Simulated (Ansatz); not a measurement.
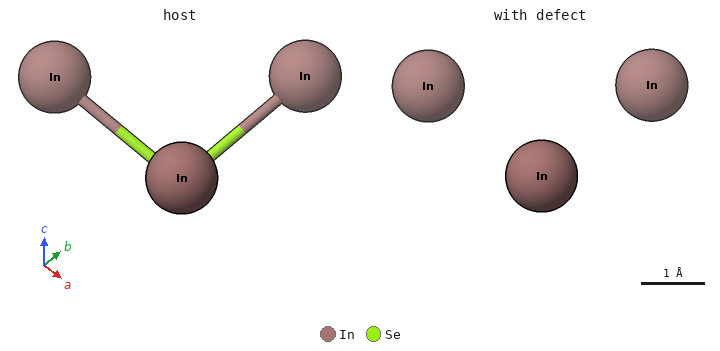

Left: perfect InSe. Right: the same region with one point defect, after relaxing the atoms in a supercell of 32 sites. A ball-and-stick model of the atoms within 3.8 Å of one point, seen from a free direction.

Level of theory: Ansatz 0.2.0, DFT PBE+D3(BJ), scalar-relativistic, plane waves, PAW. (plane-wave cutoff 420 eV; k-point mesh 3 × 3 × 2; occupations gaussian; smearing width 0.02 eV; mesh shifted by (0, 0, 0.5); no spin polarisation) The cell is small and the k-mesh coarse, so the numbers are rough. The axes drawn are those of the host's conventional cell.

Question: Which defect is it?

Answer: A selenium atom is taken out (a vacancy).

The charge state of the cell is 0.

Question: What does the relaxation do around it?

Answer: Around the empty Se site the host had 3 In at 2.66 Å; after relaxation the nearest atoms are 3 In at 2.39 Å. Of the host's atoms, an indium atom moves furthest from its site, by 0.27 Å. Relaxing the atoms from the host's sites lowers the energy by 0.22 eV. At a tolerance of 0.02 Å the relaxed supercell has space group P3m1.
